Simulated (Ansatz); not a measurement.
Here is a crystal structure:

```
Ti Si
1.0
     3.80439    0.00000    0.00000
     0.00000    3.80439    0.00000
     0.00000    0.00000    3.80439
Ti Si
1 3
Direct
  0.00000 0.00000 0.00000
  0.50000 0.50000 0.00000
  0.50000 0.00000 0.50000
  0.00000 0.50000 0.50000
```

> Give a crystallographic description of this input.

The material is TiSi3. The lattice is primitive cubic and the space group Pm-3m (No. 221). Its structure type: Cu₃Au (L1₂) type. Counting shared atoms by their share gives 1 Ti, 3 Si, or 4 atoms. The coordination shell of Ti holds twelve Si in a cuboctahedral arrangement at 2.69 Å. Si is coordinated by four Ti in a square planar arrangement at 2.69 Å. The bonds build a three-dimensional framework.

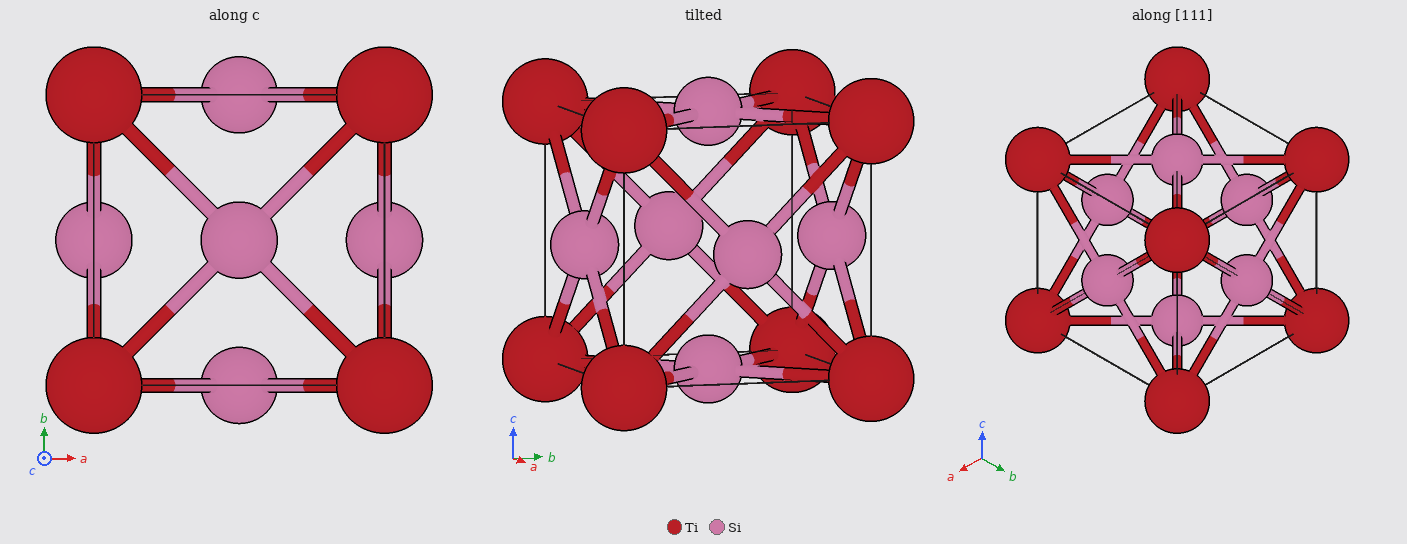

Ball-and-stick representation of a periodic structure, projected along the c axis, slightly off an axis and along [111]. The conventional unit cell is drawn as a box.

The initial geometry was a structure listed in the Materials Project, with elements exchanged, so it need not be a known form of the compound. Cell shown after relaxation with DFT r2SCAN, scalar-relativistic, plane waves, PAW (Ansatz).
